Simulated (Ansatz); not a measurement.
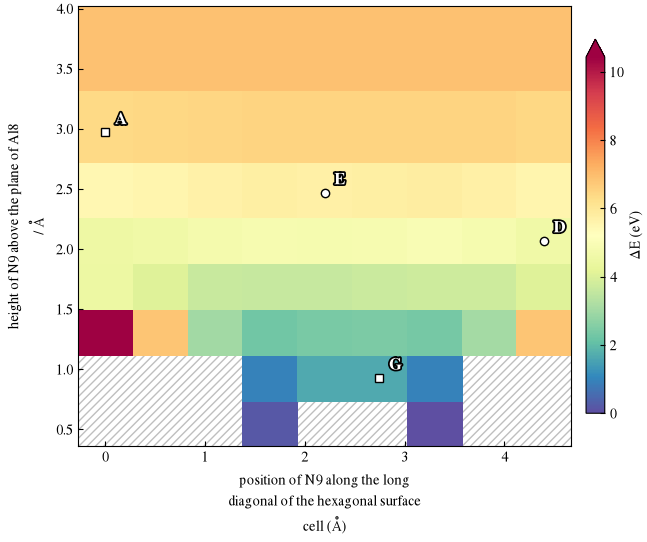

N on an Al(001) slab cut from the P6_3/mmc phase, its upper half relaxed before the scan (8 atoms of substrate and one adsorbate in a 1 × 1 cell). 
- N is moved along a line over the surface and along the normal, above a rigid substrate.
- Coordinates scanned: (1) position of N9 along the long diagonal of the hexagonal surface cell, from above Al8; (2) height of N9 above the plane of Al8.
- The scan uses a 9 × 8 grid. At 12 points there is no value (left out of the scan, as a rule where atoms come close).
- Points are written as (first, second).
- Energies: eV, counted from the lowest grid point.
- The runs have no spin polarisation, so an open-shell adsorbate far from the surface lies too high.
- Method: DFT PBE, scalar-relativistic, plane waves, PAW (Ansatz 0.2.0). Settings: cutoff 420 eV, k-mesh 9×9×1, gaussian smearing 0.1 eV, no spin polarisation.

In the figure: one coloured cell a grid point, one colour for all values above the top of the scale, hatched blanks where no value was computed, lettered points.

**Rank the lettered points by energy, lowest first.**

G (1.7 eV), D (4.6 eV), E (5.7 eV), A (6.4 eV).
